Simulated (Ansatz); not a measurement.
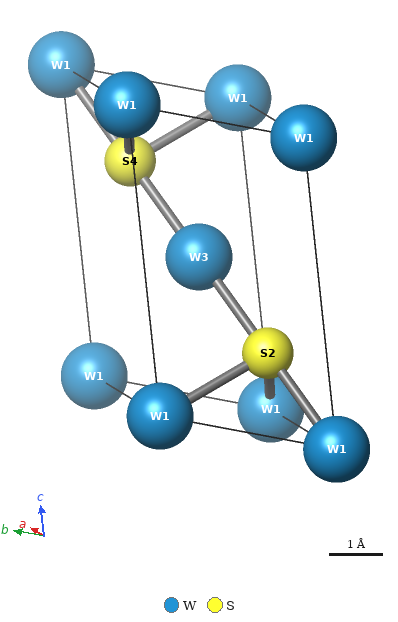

Figure 1. The structure (ball-and-stick view of the reduced cell, seen at an oblique angle; atoms are numbered from 1 in the order of the input). An atom can appear more than once, as a periodic image. Near neighbours in the periodic cell (some may lie outside the picture): W has 6 S at 2.45 Å; S has 6 W at 2.45 Å.

# WS: single-point calculation

System: WS (4 atoms in the cell).
Method: DFT PBEsol, scalar-relativistic, plane waves, PAW, spin-polarised (Ansatz 0.2.0).

The structure was built on a prototype by a generator; it need not be a known phase. It belongs to a series of runs on one base structure; here: antiferromagnetic, doubled cell, propagation vector (0, 0, 1/2). Figures and captions count atoms from 1; the log counts them from 0 in places.

### The input
```yaml
crystal:
  lattice:
    - [0.0, 2.4499136187, 2.4499136187]
    - [2.4499136187, 0.0, 2.4499136187]
    - [4.8998272375, 4.8998272375, 0.0]
  atoms:
    - { symbol: W, position: [0.0, 1.0, 1.0], spin: 1.0 }
    - { symbol: S, position: [0.5, 0.5, 0.25] }
    - { symbol: W, position: [0.0, 1.0, 0.5], spin: -1.0 }
    - { symbol: S, position: [0.5, 0.5, 0.75] }
basis:
  ecutwfc: 420
kpoints:
  mp_grid: { grid: [14, 14, 7] }
hamiltonian:
  xc: pbesol
scf:
  occupations: { method: gaussian, width: 0.1 }
  lower_state_search: "off"
output:
  forces: true
  stress: true
  eigenvalues: true
  populations: true
magnetization:
  spin_polarized: true
```

Command:
```bash
ansatz run input.yaml --threads 1 --pin off --max-ram 2560MiB --backend cpu --events-out ev --progress --plain --runs-dir out
```

### Log
```
Engine: ansatz 0.2.0, x86_64-unknown-linux-gnu
Pseudopotentials: kind: paw
Pseudopotential: W, paw, valence charge 14, recommended cutoff 420 eV (normal), W.paw.azcp
Pseudopotential: S, paw, valence charge 6, recommended cutoff 420 eV (normal), S.paw.azcp
Functional definition: PBEsol
  exchange = pbesol_x
  correlation = pbesol_c
Crystal: 4 atoms, lattice volume = 58.818 Å³
Basis set: ecut = 420 eV, 1141 PW (Γ), exchange–correlation on 48×48×96 points (8 copies of the dense FFT grid, shifted against one another)
Bands: 26, of which v1, the nominal top of the filled ones, is band 20 counted from 1 (19 counted from 0)
Symmetry: 12 space group operations
Space group: R-3m (ITA 166), of the structure as read, at distance tolerance 3.9e-5 Å
Magnetic group: BNS 166.102 (UNI 1332), of the structure as read, at distance tolerance 3.9e-5 Å
k-points: 144 of 1372
Non-local potential: W, projectors of the file, l = 0: 3, l = 1: 2, l = 2: 2, l = 3: 1
Non-local potential: S, projectors of the file, l = 0: 2, l = 1: 2, l = 2: 2
PAW form: soft (Blöchl's): semilocal exchange-correlation on the pseudo side does not see the compensation charge
PAW frozen core: W, regenerated for the run's functional, and the local potential with it (the file was generated under x = pbe(κ = 0.804, μ = 0.2195149727645171), c = pbe(β = 0.06672455060314922))
PAW frozen core: S, regenerated for the run's functional, and the local potential with it (the file was generated under x = pbe(κ = 0.804, μ = 0.2195149727645171), c = pbe(β = 0.06672455060314922))
PAW one-centre angular grid: W, 590 points (default); XC on 64 Gauss nodes
PAW one-centre angular grid: S, 110 points (default); XC on 64 Gauss nodes
Initial density: superposition of atomic densities (chi_scale 0.1, normalization cell)
Starting moments: Σ|m| = 2 μB on 2 of 4 sites
Starting magnetic order: antiferromagnet; a translation exchanges its spin sublattices: spin-degenerate at every k-point
Initial wavefunctions: pseudopotential atomic-orbital guess
Functional: x = pbesol(κ = 0.804, μ = 0.12345679012345678), c = pbesol(β = 0.046)
iter 1 solved again at ethr=1.29e-3 eV; its pass at ethr=3.10e-3 eV (dr2=5.16e-1 eV) is discarded
SCF iter   1: F=—  HF=-22280.408965 eV  |F-HF|=—  |Δ(HF+E_count)|=         —  Δρ=3.19e-2 (↑3.19e-2 ↓3.19e-2)  dr2=5.17e-1  dr2_m=4.35e-1  M=0.000 μB ∫|m|=0.726 μB  β_m=0.30  ethr=1.29e-3  ⟨swp⟩=1.0  Hψ=22325  notcnv=0
preconditioner: auto → Kerker (q_TF=auto, 2.558 Å⁻¹)  [metal: Δε(μ)=0.006 eV  Ē_g=8.323 eV  σ=0.100 eV  W_gap=0.04  n_scr=16 (ndim 8)  ℏωp=23.7 eV  f_vac=0.000  D(μ)=4.06/eV (n_scr^D=36)]
spin=Collinear: Kerker preconditioning applied to the charge; magnetization (m = ρ↑ − ρ↓) channel mixes plain (no charge-response kernel on spin).
SCF iter   2: F=—  HF=-22280.388328 eV  |F-HF|=—  |Δ(HF+E_count)|=   2.06e-2  Δρ=2.34e-2 (↑2.34e-2 ↓2.34e-2)  dr2=2.03e-1  dr2_m=2.39e-1  M=0.000 μB ∫|m|=0.638 μB  β_m=0.30  ethr=1.29e-3  ⟨swp⟩=2.0  Hψ=4466  notcnv=0
SCF iter   3: F=—  HF=-22280.386968 eV  |F-HF|=—  |Δ(HF+E_count)|=   1.36e-3  Δρ=1.60e-2 (↑1.60e-2 ↓1.60e-2)  dr2=1.92e-2  dr2_m=1.30e-1  M=0.000 μB ∫|m|=0.575 μB  β_m=0.30  ethr=5.07e-4  ⟨swp⟩=2.0  Hψ=5940  notcnv=0  defer=1
SCF iter   4: F=—  HF=-22280.406236 eV  |F-HF|=—  |Δ(HF+E_count)|=   1.93e-2  Δρ=1.19e-2 (↑1.19e-2 ↓1.19e-2)  dr2=8.71e-4  dr2_m=7.66e-2  M=0.000 μB ∫|m|=0.496 μB  β_m=0.30  ethr=4.80e-5  ⟨swp⟩=1.6  Hψ=5951  notcnv=0  defer=2
SCF iter   5: F=—  HF=-22280.418529 eV  |F-HF|=—  |Δ(HF+E_count)|=   1.23e-2  Δρ=9.24e-3 (↑9.24e-3 ↓9.24e-3)  dr2=3.13e-4  dr2_m=4.59e-2  M=0.000 μB ∫|m|=0.431 μB  β_m=0.30  ethr=2.18e-6  ⟨swp⟩=2.2  Hψ=5149  notcnv=0  defer=2
SCF iter   6: F=—  HF=-22280.426718 eV  |F-HF|=—  |Δ(HF+E_count)|=   8.19e-3  Δρ=7.23e-3 (↑7.23e-3 ↓7.23e-3)  dr2=1.20e-5  dr2_m=2.82e-2  M=0.000 μB ∫|m|=0.375 μB  β_m=0.30  ethr=7.82e-7  ⟨swp⟩=2.0  Hψ=5539  notcnv=0  defer=2
SCF iter   7: F=—  HF=-22280.432119 eV  |F-HF|=—  |Δ(HF+E_count)|=   5.40e-3  Δρ=5.73e-3 (↑5.73e-3 ↓5.73e-3)  dr2=5.47e-6  dr2_m=1.77e-2  M=0.000 μB ∫|m|=0.326 μB  β_m=0.30  ethr=3.00e-8  ⟨swp⟩=3.1  Hψ=7785  notcnv=0  defer=2
SCF iter   8: F=—  HF=-22280.435835 eV  |F-HF|=—  |Δ(HF+E_count)|=   3.72e-3  Δρ=4.59e-3 (↑4.59e-3 ↓4.59e-3)  dr2=7.50e-7  dr2_m=1.14e-2  M=0.000 μB ∫|m|=0.284 μB  β_m=0.30  ethr=1.37e-8  ⟨swp⟩=3.0  Hψ=8014  notcnv=0  defer=2
Mixer restart at iter 8: flushing history
spin-set hold released at iteration 8 (site moments contracting): the magnetisation degrees of freedom join the quasi-Newton model from the next iteration; the mixer history was flushed
SCF iter   9: F=—  HF=-22280.438451 eV  |F-HF|=—  |Δ(HF+E_count)|=   2.62e-3  Δρ=3.73e-3 (↑3.73e-3 ↓3.73e-3)  dr2=6.13e-7  dr2_m=7.50e-3  M=0.000 μB ∫|m|=0.247 μB  β_m=0.53  ethr=1.88e-9  ⟨swp⟩=3.3  Hψ=8516  notcnv=0  defer=2
SCF iter  10: F=—  HF=-22280.444564 eV  |F-HF|=—  |Δ(HF+E_count)|=   6.11e-3  Δρ=1.13e-3 (↑1.13e-3 ↓1.13e-3)  dr2=2.22e-7  dr2_m=6.84e-4  M=0.000 μB ∫|m|=0.105 μB  β_m=0.82  ethr=1.53e-9  ⟨swp⟩=4.5  Hψ=11872  notcnv=0  defer=6
SCF iter  11: F=—  HF=-22280.445774 eV  |F-HF|=—  |Δ(HF+E_count)|=   1.21e-3  Δρ=1.95e-4 (↑1.95e-4 ↓1.95e-4)  dr2=2.42e-7  dr2_m=2.05e-5  M=0.000 μB ∫|m|=0.020 μB  β_m=0.91  ethr=5.54e-10  ⟨swp⟩=4.3  Hψ=11488  notcnv=0  defer=33
SCF iter  12: F=—  HF=-22280.445823 eV  |F-HF|=—  |Δ(HF+E_count)|=   4.97e-5  Δρ=1.36e-5 (↑1.36e-5 ↓1.36e-5)  dr2=6.15e-8  dr2_m=9.09e-8  M=0.000 μB ∫|m|=0.001 μB  β_m=0.96  ethr=5.54e-10  ⟨swp⟩=3.6  Hψ=9663  notcnv=0  defer=45
iter 13 did not close the SCF: its close was put off for a magnetic moment that had not settled (scf_convergence_deferred on its scf_iter line)
SCF iter  13: F=-22280.445823 eV  HF=-22280.445823 eV  |F-HF|=2.30e-9  |Δ(HF+E_count)|=   1.29e-7  Δρ=4.28e-6 (↑4.28e-6 ↓4.28e-6)  dr2=1.31e-8  dr2_m=7.95e-9  M=0.000 μB ∫|m|=0.000 μB  β_m=0.98  ethr=1.54e-10  ⟨swp⟩=5.6  Hψ=15886  notcnv=0
iter 14 did not close the SCF: its close was put off for a magnetic moment that had not settled (scf_convergence_deferred on its scf_iter line)
SCF iter  14: F=-22280.445823 eV  HF=-22280.445823 eV  |F-HF|=5.53e-10  |Δ(HF+E_count)|=   1.02e-8  Δρ=9.09e-7 (↑9.09e-7 ↓9.09e-7)  dr2=2.29e-11  dr2_m=4.41e-10  M=0.000 μB ∫|m|=0.000 μB  β_m=0.99  ethr=3.27e-11  ⟨swp⟩=1.9  Hψ=11240  notcnv=0
SCF iter  15: F=-22280.445823 eV  HF=-22280.445823 eV  |F-HF|=2.91e-11  |Δ(HF+E_count)|=  8.73e-10  Δρ=1.99e-7 (↑1.99e-7 ↓1.99e-7)  dr2=1.31e-13  dr2_m=2.12e-11  M=0.000 μB ∫|m|=0.000 μB  ethr=1.00e-12  ⟨swp⟩=1.0  Hψ=10549  notcnv=0
WARN: the starting moments were not kept: the SCF closed with an absolute magnetisation of 7.8e-6 μB, where they sum to 2 μB in size (2 sites). That is at most 0.1 of that sum. Measured as dr2_m measures the in/out step, that magnetisation stands 8.7e-12 eV from none, at or under the dr2_threshold of 1.0e-7 eV: it is no larger than a step whose dr2_m would equal this threshold. The system may hold no moment; this SCF shows only that its start led to no more than that. To try another start: raise the starting moments (crystal.atoms[].spin, magnetization.per_species, magnetization.initial_magnetization, or on a non-collinear deck that types none of these the spinor_matrix: blocks that start its atoms; where the total moment is fixed, keep their sum and leave initial_magnetization as it is; typed ones take the place of any that the run laid by itself, positive ones on a crystal's lanthanoids without a Hubbard term where scf.initial_density.shell_occupations: [] is typed) or, if the notice of its spin-set hold's release reads "site moments contracting" or "site moments show no strong build", lengthen the hold (scf.mixing.spin_hold: { on: { confirm: 4 } }; for m-r²SCAN on two components see the key's manual first). Each may lead to a state that holds a moment. A second SCF, from the converged charge density, with the starting moments and any scf.initial_density.shell_occupations laid on it anew, would have followed, and was not run: the deck does not ask for one (magnetization.retry_lost_moments is false, the default). To let it run, set magnetization.retry_lost_moments: true and run the deck again, where that key's refused combinations let it; where memory then withholds it, that run's warning says so.
SCF 1 converged in 15 iterations: F = -22280.445823 eV  dr2 = 1.31e-13
  greatest PAW one-centre occupation: 1.000 electrons in one spin orbital (limit 2), on the W atom at site 2 (counted from 0), in its partial waves of l = 0
```

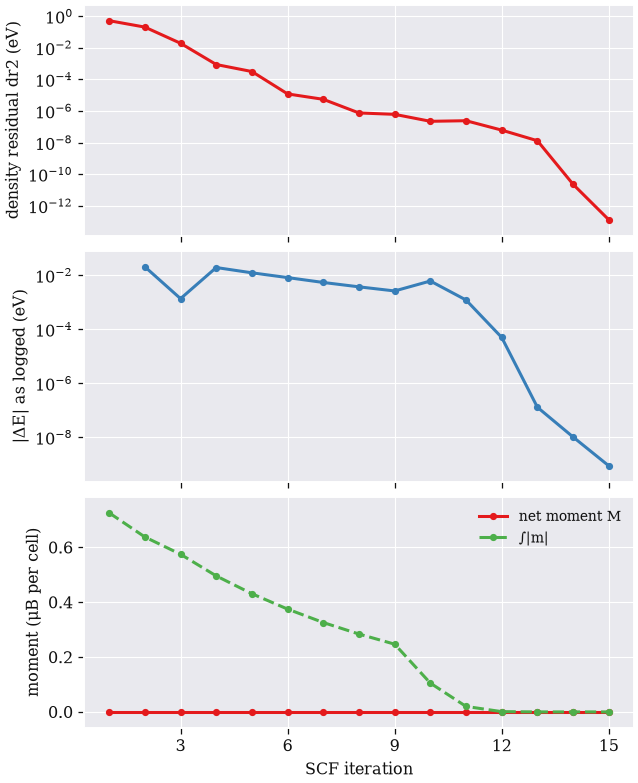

Figure 2. Convergence of the self-consistent field: density residual dr2, size of the energy change and magnetic moment against the SCF iteration. The residual falls almost steadily, with no more than small rises. The net moment stays at 0.0 μB per cell, and ∫|m| falls to zero.

```
SCF converged after 15 iterations
Magnetization: 0.0000 μB (20.0000 up, 20.0000 down)
Absolute magnetization: 0.0000 μB (∫|ρ↑−ρ↓|, with the PAW one-centre terms)
Spin contamination: 0.0000 ħ² per cell (⟨S²⟩ above its minimum at these occupations)
Per-site moments (μB) at R_I (Å): [(3.8753090746181267e-7, 1.0105893677206252), (-3.5175517065798353e-23, 1.0105893677206252), (-3.8753090746181267e-7, 1.0105893677206252), (-6.941343954534386e-25, 1.0105893677206252)]
Free energy (F): -22280.445823 eV
Harris-Foulkes:  -22280.445823 eV  (|F-HF|=2.91e-11)
Internal energy: -22280.421607 eV  (E = F + TS)
E sigma→0 (E₀):  -22280.433715 eV
Entropy (-TS):   -0.024216 eV (-6.054 meV/atom)
Fermi energy:    18.573736 eV
--- Per-component energies (eV) ---
  E_band       = -181.607218
  E_kinetic    = 1131.328366
  E_local      = -1637.002661  (includes V_loc(G=0)·N_el)
  E_nonlocal   = 66.744891
  E_hartree    = 590.737400
  E_xc         = -725.969710
  E_vxc        = -656.711309  (∫ρ·V_xc dr)
  E_paw        = -18042.831336  (= ΣΔE_a)
  E_vpaw       = -267.441189  (= ΣTr[D̂ρ^β])
  E_aug_tail   = -0.000120  (compensation charges beyond the density's cutoff)
  E_ewald      = -3663.995920
  E_core_change = 0.567483  (= ΣΔE_core)
  E_smearing   = -0.024216  (= −TS)
  E_closure    = 0.000000  (closes the sum)
  Σ components = -22280.445823   (vs F -22280.445823, Δ=0.00e0)
--- Forces (eV/Å), atoms counted from 1 ---
  atom   1  W      0.00000000     0.00000000     0.00000000
  atom   2  S     -0.00000000    -0.00000000     0.00000000
  atom   3  W      0.00000000     0.00000000     0.00000000
  atom   4  S      0.00000000     0.00000000    -0.00000000
  max |Σ_I F_I| component: 2.21e-29 eV/Å
--- Stress (GPa, compression-positive) ---
       -0.038060      -0.000000       0.000000
       -0.000000      -0.038060       0.000000
        0.000000       0.000000      -0.038060
  P = ⅓ Tr σ = -0.0381 GPa (-0.381 kbar)
--- Band table (eV; the first three rows and the last of 288) ---
  k-point 0 ↑: bands = ["-56.1013", "-56.0936", "-20.5594", "-20.3762", "-20.3762", "-20.3525", "-20.3525", "-20.3525", "1.1552", "3.6309", "8.6032", "11.4912", "11.4912", "15.1602", "15.1602", "15.1602", "15.7101", "15.7101", "15.7101", "16.2898", "16.2898", "18.7890", "18.7890", "19.3141", "20.4062", "20.9288"]
  k-point 1 ↑: bands = ["-56.1009", "-56.0940", "-20.5494", "-20.3750", "-20.3750", "-20.3630", "-20.3537", "-20.3537", "1.2441", "3.4396", "8.8899", "11.5789", "11.5789", "14.3566", "14.4920", "14.4920", "15.8694", "15.8694", "16.1796", "17.0278", "17.0278", "18.5354", "18.5354", "18.6992", "21.2203", "21.3179"]
  k-point 2 ↑: bands = ["-56.0998", "-56.0950", "-20.5212", "-20.3922", "-20.3717", "-20.3717", "-20.3570", "-20.3570", "1.5036", "2.9765", "9.6414", "11.8409", "11.8409", "13.1430", "13.6228", "13.6228", "16.1735", "16.1735", "16.5900", "17.9404", "17.9404", "17.9443", "18.2694", "18.2694", "22.2755", "22.4181"]
  k-point 143 ↓: bands = ["-56.0918", "-56.0917", "-20.4991", "-20.4935", "-20.4718", "-20.4615", "-20.4067", "-20.3980", "3.2864", "3.3162", "10.0356", "10.1983", "11.4493", "11.5123", "11.8329", "11.8936", "17.3563", "17.6515", "17.7607", "18.2783", "19.2045", "19.2872", "19.5591", "19.8427", "21.2058", "21.8249"]
--- Löwdin populations: 4 sites ---
  site symbol       q [e]    m [muB]
     0      W     13.8225     0.0000
     1      S      5.9347     0.0000
     2      W     13.8225    -0.0000
     3      S      5.9347     0.0000
  spilling = 0.012142 (of n_electrons = 40.000000)
```

### File populations.tsv
```
# site	symbol	l	j	q_up	q_dn
# orbitals = lowdin
# n_electrons = 40.000000
# spilling = 0.012142
0	W	0_5S	-	0.989915	0.989915
0	W	0_6S	-	0.286088	0.286088
0	W	1_5P	-	2.995735	2.995735
0	W	2_5D	-	2.639496	2.639496
1	S	0_3S	-	0.795962	0.795962
1	S	1_3P	-	2.171382	2.171382
2	W	0_5S	-	0.989915	0.989915
2	W	0_6S	-	0.286088	0.286088
2	W	1_5P	-	2.995735	2.995735
2	W	2_5D	-	2.639496	2.639496
3	S	0_3S	-	0.795962	0.795962
3	S	1_3P	-	2.171382	2.171382
```

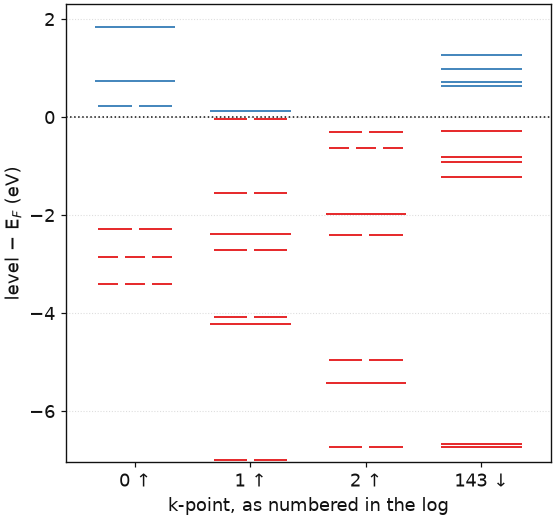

Figure 3. Kohn–Sham levels near the Fermi level (dotted) at the few k-points that the log prints; levels within 0.02 eV of each other stand side by side. The system is metallic on the full mesh.

### Key numbers

```csv
quantity,value
outcome,converged
space group (tolerance 0.01 Å),Fm-3m (225)
electrons treated,40
free energy,−22280.4458 eV
Fermi energy,18.574 eV
gap on the k-point mesh,none (metallic)
net moment of the cell,0.00 μB
integrated absolute moment,0.00 μB
pressure,−0.04 GPa
largest force (length of the vector),under 0.001 eV/Å
hardware,"1 thread of Intel Xeon @ 2.50GHz (Skylake/Cascade Lake), 192 GiB of memory available, shared host"
wall time,33 s
peak memory,0.58 GiB
```

The program warns: some starting moments were not kept. Spin–orbit coupling is left out, which matters for W.
